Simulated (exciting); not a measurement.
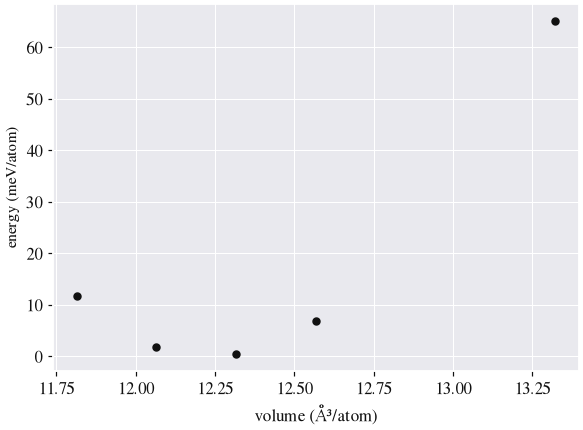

Plotted: energy against volume for HfC, space group Fm-3m (No. 225).

Cell as given: a = 3.288 Å, b = 3.288 Å, c = 3.288 Å, α = 60.00°, β = 60.00°, γ = 60.00°; 2 atoms.

How it was computed, with exciting sodium: all-electron LAPW DFT, no spin polarisation; energies at scaled volumes of the given cell, shape and fractions fixed, counted from the fit's minimum, third-order Birch-Murnaghan fit. Level: PBEsol.

- k mesh: 10×10×10
- occupations: Fermi–Dirac
- smearing width: 0.05 eV
- potentials: all electron LAPW+lo, shipped species files
- program settings: rgkmax 7.5

The points at volume 12.82 Å³/atom and 13.07 Å³/atom are left out of the plot. What values does the calculation give there?

```tsv
volume (Å³/atom)	energy (meV/atom)
12.82	20.10
13.07	39.78
```
